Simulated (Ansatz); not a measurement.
Band-structure calculation, with input and output: PtS4

PtS4 (slab, 5 atoms in the cell), computed with DFT PBEsol, scalar-relativistic, plane waves, PAW, no spin polarisation (Ansatz 0.2.0).

The structure derives from an entry of the Crystallography Open Database. It belongs to a series of runs on one base structure; here: bands of the relaxed slab. Figures and captions count atoms from 1; the log counts them from 0 in places.

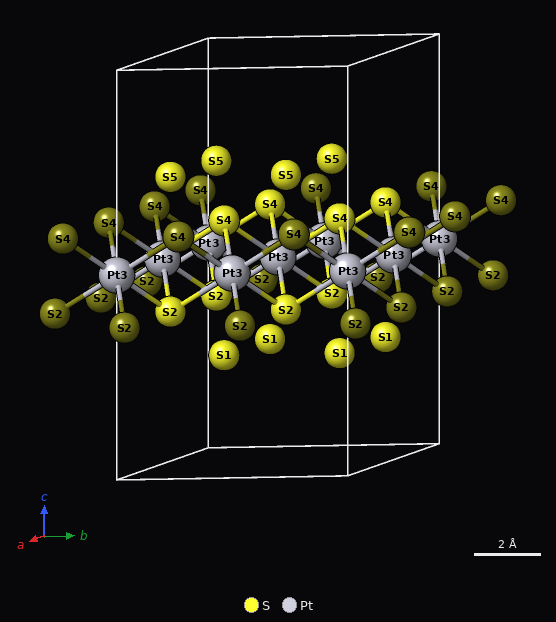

The structure (ball-and-stick view of the 2 × 2 repeat of the cell, with the vacuum cut short, seen slightly off an axis; neighbours outside the cell are drawn fainter; atoms are numbered from 1 in the order of the input).

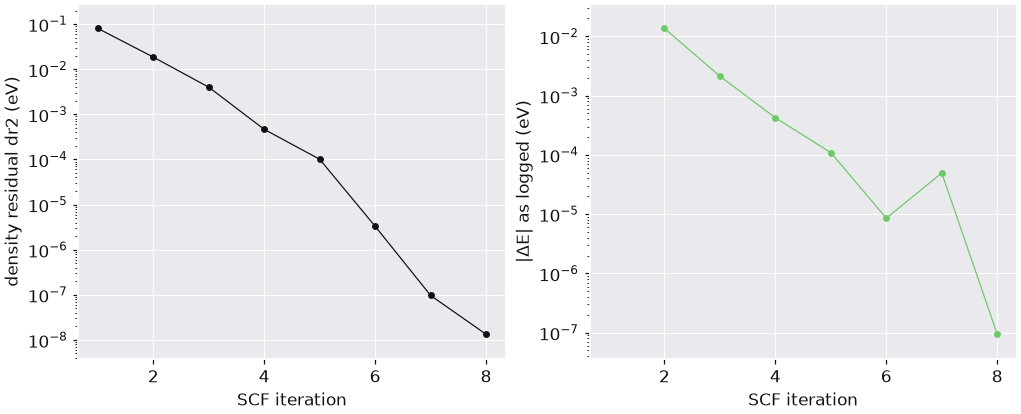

Convergence of the self-consistent field: density residual dr2 and size of the energy change against the SCF iteration. The residual falls at every step.

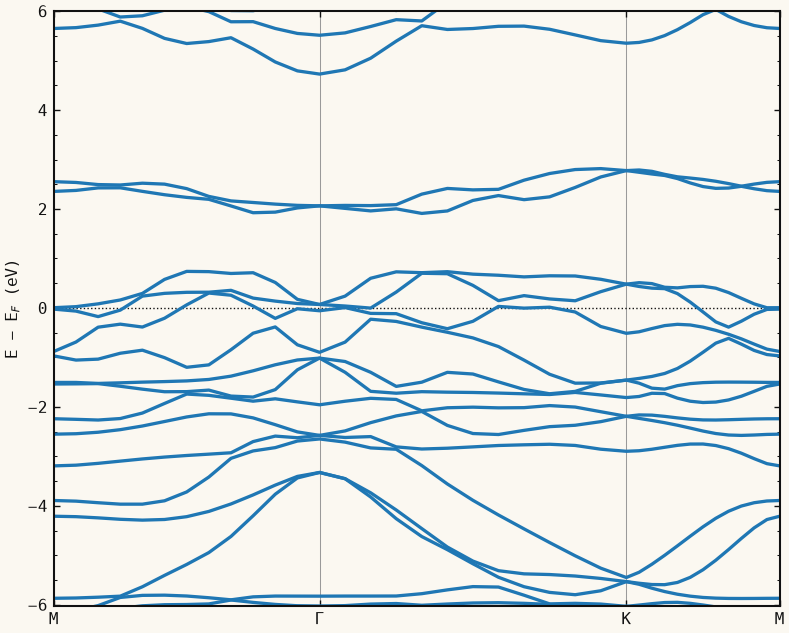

Band structure along M–Γ–K–M, with energies from the Fermi level. Bands cross the Fermi level: a metal at this level of theory.

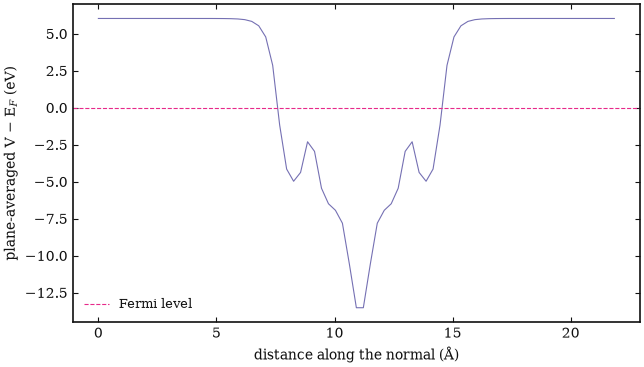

Plane average of the electrostatic potential energy of an electron across the cell, from the Fermi level. The vacuum level lies 6.03 eV above the Fermi level.

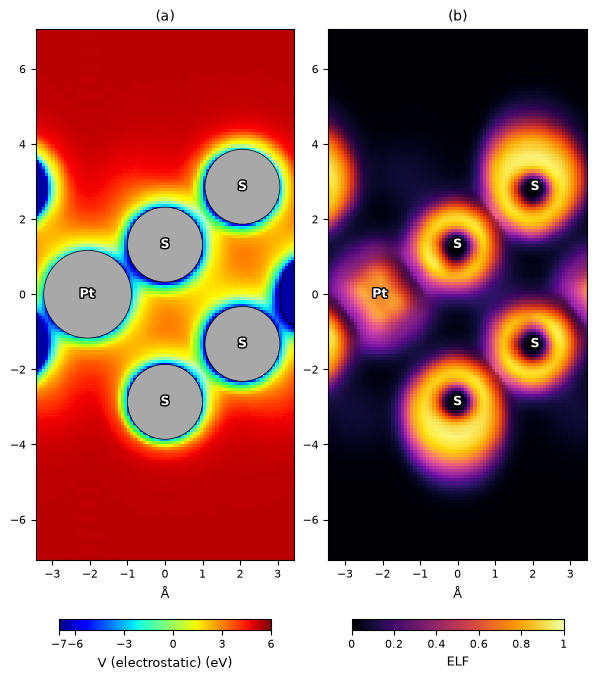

(a) electrostatic potential energy of an electron; (b) electron localisation function on the (110) plane of the calculation cell, a cut from vacuum to vacuum. Grey discs, where drawn, cover atomic cores. The plane passes through S and Pt nuclei. Pt–S (2.45 Å): the ELF is about 0.40 at the midpoint. The strong features right at Pt lie inside the PAW spheres (semicore, d or f shells) and say nothing about bonding. Core electrons are frozen (PAW), so the fields are smoothed inside the atomic spheres.

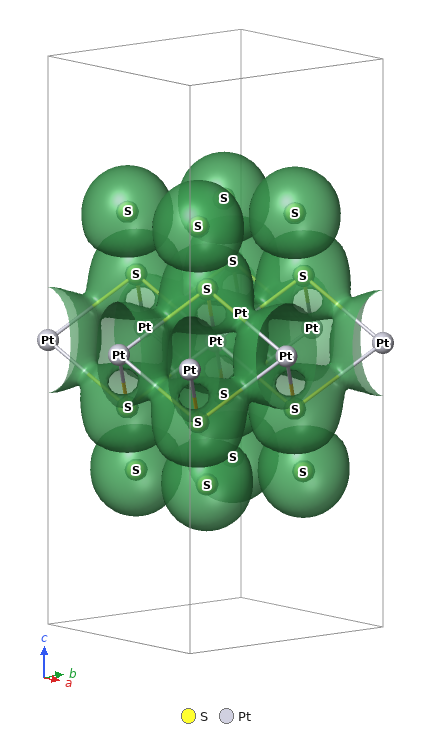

Isosurface of the valence electron density at 0.5 e/Å³ (green), seen at an oblique angle. Sticks mark near contacts. At this value the density is joined into sheets; it holds about 70 % of the electrons treated as valence (semicore included). On the grid the lowest density along these lines, outside the cores, is 0.59 e/Å³ (Pt–S, 2.45 Å).

The input that produced these results follows, with the program's output.

**Input**
```yaml
crystal:
  lattice:
    - [3.5713268724, 0.0, 0.0]
    - [-1.7856634362, 3.0928597967, 0.0]
    - [0.0, 0.0, 22.1433901852]
  atoms:
    - { symbol: S, position: [0.3333333333, 0.6666666667, 0.3706502415] }
    - { symbol: S, position: [0.6666666667, 0.3333333333, 0.4403022425] }
    - { symbol: Pt, position: [0.0, 0.0, 0.5000000205] }
    - { symbol: S, position: [0.3333333333, 0.6666666667, 0.5596977791] }
    - { symbol: S, position: [0.6666666667, 0.3333333333, 0.6293497165] }
basis:
  ecutwfc: 420
kpoints:
  mp_grid: { grid: [12, 12, 1] }
  band_path:
    path:
      - [0.5, 0, 0]
      - [0, 0, 0]
      - [0.3333333333333, 0.3333333333333, 0]
      - [0.5, 0, 0]
    npoints: 12
hamiltonian:
  xc: pbesol
scf:
  occupations: { method: gaussian, width: 0.05 }
  n_extra_bands: 16
output:
  forces: true
  stress: true
  eigenvalues: true
  populations: true
  fatbands: true
  write_density: true
  write_potential: true
  elf: true
  volumetric_format: npy
efield:
  axis: 3
  dipole_correction: true
  ramp_width: 0.04
```

Launch command:
```bash
ansatz run input.yaml --threads 2 --pin off --max-ram 4096MiB --backend cpu --events-out ev --progress --plain --runs-dir out
```

**What the program printed**
```
scf.n_extra_bands = 16 over 21 filled bands (N_el = 42.0): the run solves 37 bands
Engine: ansatz 0.2.0, x86_64-unknown-linux-gnu
Pseudopotentials: kind: paw
Pseudopotential: S, paw, valence charge 6, recommended cutoff 420 eV (normal), S.paw.azcp
Pseudopotential: Pt, paw, valence charge 18, recommended cutoff 420 eV (normal), Pt.paw.azcp
Functional definition: PBEsol
  exchange = pbesol_x
  correlation = pbesol_c
Crystal: 5 atoms, lattice volume = 244.587 Å³
Basis set: ecut = 420 eV, 4713 PW (Γ), exchange–correlation on 48×48×300 points (8 copies of the dense FFT grid, shifted against one another)
Bands: 37, of which v1, the nominal top of the filled ones, is band 21 counted from 1 (20 counted from 0)
Symmetry: 6 space group operations
k-points: 19 of 144 (time reversal used)
Non-local potential: S, projectors of the file, l = 0: 2, l = 1: 2, l = 2: 2
Non-local potential: Pt, projectors of the file, l = 0: 3, l = 1: 2, l = 2: 2, l = 3: 1
PAW form: soft (Blöchl's): semilocal exchange-correlation on the pseudo side does not see the compensation charge
PAW frozen core: S, regenerated for the run's functional, and the local potential with it (the file was generated under x = pbe(κ = 0.804, μ = 0.2195149727645171), c = pbe(β = 0.06672455060314922))
PAW frozen core: Pt, regenerated for the run's functional, and the local potential with it (the file was generated under x = pbe(κ = 0.804, μ = 0.2195149727645171), c = pbe(β = 0.06672455060314922))
PAW one-centre angular grid: S, 110 points (default); XC on 64 Gauss nodes
PAW one-centre angular grid: Pt, 590 points (default); XC on 64 Gauss nodes
Initial density: superposition of atomic densities (neutral atoms: chi_scale 0, normalization atom), corrected by the library's trained network
Initial wavefunctions: pseudopotential atomic-orbital guess
Functional: x = pbesol(κ = 0.804, μ = 0.12345679012345678), c = pbesol(β = 0.046)
SCF iter   1: F=—  HF=-15921.007953 eV  |F-HF|=—  |Δ(HF+E_count)|=         —  Δρ=4.43e-3  dr2=8.04e-2  ethr=1.77e-3  p=-0.000 e·Å  D=-1.03e-9 V/Å  ΔV_dip=0.00 eV  dr2_dipole=3.64e-10  V_vac-E_F(+/−)=5.81/5.81 eV  ⟨swp⟩=8.4  Hψ=3985  notcnv=0  defer=81
efield: sawtooth ramp at fractional position 0.9800 (placed from the atoms, in the widest stretch of the axis that holds none; the zero of the levels goes with the place), width 0.0400; the density the first Hamiltonian is built on has a dipole p = -0.000 e·Å; the dipole correction subtracts the counter field D = -1.03e-9 V/Å, which shifts the + side's vacuum level by +0.00 eV against the − side's; the planar-averaged density in the ramp window peaks in size at 1.1e-5 e/Å³
preconditioner: auto → LDOS  [metal: Δε(μ)=0.002 eV  Ē_g=11.963 eV  σ=0.050 eV  W_gap=0.03  n_scr=20 (ndim 8)  ℏωp=13.8 eV  f_vac=0.591  D(μ)=4.43/eV (n_scr^D=12)  β→1.0]
SCF iter   2: F=—  HF=-15920.994395 eV  |F-HF|=—  |Δ(HF+E_count)|=   1.36e-2  Δρ=2.40e-3  dr2=1.86e-2  ethr=1.91e-4  p=0.000 e·Å  D=9.82e-6 V/Å  ΔV_dip=-0.00 eV  dr2_dipole=4.60e-9  V_vac-E_F(+/−)=5.95/5.95 eV  ⟨swp⟩=2.5  Hψ=1175  notcnv=0  defer=193
SCF iter   3: F=—  HF=-15920.992278 eV  |F-HF|=—  |Δ(HF+E_count)|=   2.12e-3  Δρ=9.26e-4  dr2=4.00e-3  ethr=4.43e-5  p=0.000 e·Å  D=3.82e-6 V/Å  ΔV_dip=-0.00 eV  dr2_dipole=9.50e-9  V_vac-E_F(+/−)=5.97/5.97 eV  ⟨swp⟩=2.0  Hψ=891  notcnv=0  defer=193
SCF iter   4: F=—  HF=-15920.991854 eV  |F-HF|=—  |Δ(HF+E_count)|=   4.23e-4  Δρ=3.26e-4  dr2=4.65e-4  ethr=9.53e-6  p=0.000 e·Å  D=4.45e-7 V/Å  ΔV_dip=-0.00 eV  dr2_dipole=1.04e-10  V_vac-E_F(+/−)=6.00/6.00 eV  ⟨swp⟩=2.4  Hψ=788  notcnv=0  defer=193
SCF iter   5: F=—  HF=-15920.991746 eV  |F-HF|=—  |Δ(HF+E_count)|=   1.09e-4  Δρ=1.56e-4  dr2=1.01e-4  ethr=1.11e-6  p=-0.000 e·Å  D=-5.56e-8 V/Å  ΔV_dip=0.00 eV  dr2_dipole=1.32e-10  V_vac-E_F(+/−)=6.02/6.02 eV  ⟨swp⟩=2.3  Hψ=892  notcnv=0  defer=193
SCF iter   6: F=—  HF=-15920.991737 eV  |F-HF|=—  |Δ(HF+E_count)|=   8.55e-6  Δρ=2.66e-5  dr2=3.30e-6  ethr=2.41e-7  p=-0.000 e·Å  D=-2.02e-7 V/Å  ΔV_dip=0.00 eV  dr2_dipole=2.31e-11  V_vac-E_F(+/−)=6.03/6.03 eV  ⟨swp⟩=2.7  Hψ=829  notcnv=0  defer=193
SCF iter   7: F=—  HF=-15920.991786 eV  |F-HF|=—  |Δ(HF+E_count)|=   4.94e-5  Δρ=5.54e-6  dr2=9.65e-8  ethr=2.38e-10  p=-0.000 e·Å  D=-4.59e-8 V/Å  ΔV_dip=0.00 eV  dr2_dipole=2.25e-11  V_vac-E_F(+/−)=6.03/6.03 eV  ⟨swp⟩=21.3  Hψ=7338  notcnv=0
SCF iter   8: F=-15920.991787 eV  HF=-15920.991787 eV  |F-HF|=7.44e-9  |Δ(HF+E_count)|=   9.38e-8  Δρ=1.40e-6  dr2=1.33e-8  ethr=2.30e-10  p=-0.000 e·Å  D=-4.71e-9 V/Å  ΔV_dip=0.00 eV  dr2_dipole=2.45e-12  V_vac-E_F(+/−)=6.03/6.03 eV  ⟨swp⟩=12.1  Hψ=4974  notcnv=0
SCF 1 converged in 8 iterations: F = -15920.991787 eV  dr2 = 1.33e-8
  greatest PAW one-centre occupation: 1.000 electrons in one spin orbital (limit 2), on the Pt atom at site 2 (counted from 0), in its partial waves of l = 0
NSCF: frozen V_eff on 37 k-points
efield: sawtooth ramp at fractional position 0.9800 (kept from the solve that this one continues, or follows in the run), width 0.0400; the density the first Hamiltonian is built on has a dipole p = -0.000 e·Å; the dipole correction subtracts the counter field D = -4.71e-9 V/Å, which shifts the + side's vacuum level by +0.00 eV against the − side's; the planar-averaged density in the ramp window peaks in size at 1.3e-6 e/Å³
SCF converged after 8 iterations
Free energy (F): -15920.991787 eV
Harris-Foulkes:  -15920.991787 eV  (|F-HF|=7.44e-9)
Internal energy: -15920.986661 eV  (E = F + TS)
E sigma→0 (E₀):  -15920.989224 eV
Entropy (-TS):   -0.005126 eV (-1.025 meV/atom)
Fermi energy:    -0.327839 eV
Dipole field:    D = -0.000002 V/Å  (p = -0.000003 e·Å, saw-weighted, corrected)
Work function:   Φ+ = 6.0295 eV   Φ− = 6.0295 eV
Levels:          The Fermi level and band energies are counted from a zero that moves with the ramp; work functions are not
--- Per-component energies (eV) ---
  E_band       = -721.327574
  E_kinetic    = 1054.580545
  E_local      = -31045.836296  (includes V_loc(G=0)·N_el)
  E_nonlocal   = 319.891083
  E_hartree    = 14953.340006
  E_xc         = -639.391296
  E_vxc        = -644.837323  (∫ρ·V_xc dr)
  E_paw        = -11652.786033  (= ΣΔE_a)
  E_vpaw       = -311.789796  (= ΣTr[D̂ρ^β])
  E_aug_tail   = 0.000196  (compensation charges beyond the density's cutoff)
  E_efield     = 0.000000  (sawtooth field / dipole correction)
  E_vefield    = 0.000000  (∫n·V_field dr)
  E_ewald      = 11088.680355
  E_core_change = 0.534778  (= ΣΔE_core)
  E_smearing   = -0.005126  (= −TS)
  E_closure    = -0.000000  (closes the sum)
  Σ components = -15920.991787   (vs F -15920.991787, Δ=0.00e0)
--- Forces (eV/Å), atoms counted from 1 ---
  atom   1  S      0.00000000     0.00000000    -0.01255309
  atom   2  S     -0.00000000    -0.00000000     0.01822184
  atom   3  Pt    -0.00000000     0.00000000    -0.00000682
  atom   4  S     -0.00000000     0.00000000    -0.01822520
  atom   5  S      0.00000000    -0.00000000     0.01256107
  max |Σ_I F_I| component: 2.20e-6 eV/Å
--- Stress (GPa, compression-positive) ---
       -3.374457       0.000000      -0.000000
        0.000000      -3.374457      -0.000000
       -0.000000      -0.000000       0.015686
  P = ⅓ Tr σ = -2.2444 GPa (-22.444 kbar)
--- Band table (eV; the first three rows and the last of 19) ---
  k-point 0: bands = ["-98.9855", "-53.2053", "-53.2053", "-53.1483", "-16.2577", "-15.3508", "-12.1252", "-11.0548", "-6.3585", "-6.3585", "-6.1550", "-3.6534", "-3.6534", "-2.9764", "-2.9050", "-2.9050", "-2.2860", "-1.3422", "-1.3422", "-1.2246", "-0.3848", "-0.2578", "-0.2578", "1.7359", "1.7359", "4.4004", "5.1851", "5.7150", "5.8001", "6.3420", "7.2022", "7.2022", "7.3690", "8.1623", "8.1875", "8.6589", "8.8285"]
  k-point 1: bands = ["-98.9854", "-53.2066", "-53.2056", "-53.1481", "-16.1737", "-15.2952", "-12.0822", "-11.1170", "-6.3625", "-6.3220", "-6.1531", "-4.0937", "-3.9100", "-3.1516", "-2.9183", "-2.6881", "-2.1645", "-1.9788", "-1.4768", "-0.7114", "-0.5391", "-0.1897", "0.1872", "1.6091", "1.7713", "4.6450", "5.3220", "5.7795", "5.8492", "6.3055", "7.0715", "7.2290", "7.4273", "7.9508", "8.0671", "8.5861", "8.8694"]
  k-point 2: bands = ["-98.9854", "-53.2103", "-53.2066", "-53.1476", "-15.9283", "-15.1344", "-11.9760", "-11.2901", "-6.3715", "-6.2330", "-6.2292", "-4.9476", "-4.2912", "-3.3691", "-3.2554", "-2.4697", "-2.1528", "-2.1095", "-1.7069", "-1.1728", "-0.0705", "0.0282", "0.3689", "1.7344", "1.8358", "5.1352", "5.4585", "5.6848", "5.9487", "6.5685", "7.1403", "7.4414", "7.4523", "7.7063", "8.1252", "8.7806", "9.1851"]
  k-point 18: bands = ["-98.9851", "-53.2194", "-53.2194", "-53.1453", "-14.0248", "-14.0248", "-12.2845", "-12.2845", "-7.3554", "-6.3605", "-6.3605", "-5.8607", "-5.8607", "-5.7777", "-3.2258", "-2.5187", "-2.5187", "-2.1401", "-1.7864", "-1.7864", "-0.8404", "0.1529", "0.1529", "2.4489", "2.4489", "5.0239", "7.3593", "7.4367", "7.4367", "8.3107", "8.3107", "8.4136", "8.7401", "9.5093", "10.0081", "10.0081", "10.8073"]
--- Löwdin populations: 5 sites ---
  site symbol       q [e]
     0      S      6.0941
     1      S      5.8984
     2     Pt     17.6302
     3      S      5.8984
     4      S      6.0941
  spilling = 0.009162 (of n_electrons = 42.000000)
```

**File populations.tsv**
```
# site	symbol	l	j	q
# orbitals = lowdin
# n_electrons = 42.000000
# spilling = 0.009162
0	S	0_3S	-	1.953882
0	S	1_3P	-	4.140196
1	S	0_3S	-	1.872374
1	S	1_3P	-	4.026042
2	Pt	0_5S	-	1.985446
2	Pt	0_6S	-	0.833688
2	Pt	1_5P	-	5.994476
2	Pt	2_5D	-	8.816613
3	S	0_3S	-	1.872374
3	S	1_3P	-	4.026041
4	S	0_3S	-	1.953882
4	S	1_3P	-	4.140197
```

**Results in brief**

```tsv
quantity	value
outcome	converged
electrons treated	42
free energy	−15920.9918 eV
work function, top face	6.03 eV
work function, bottom face	6.03 eV
Fermi energy	−0.328 eV
gap on the k-point mesh	none (metallic)
work function (upper face)	6.03 eV
largest force (length of the vector)	0.018 eV/Å
hardware	2 threads of Intel Xeon @ 2.90GHz (Ice Lake), 16 GiB of memory available, shared host
wall time	19 s (CPU time 38 s)
peak memory	0.63 GiB
```

**Notes**

Spin–orbit coupling is left out, which matters for Pt.
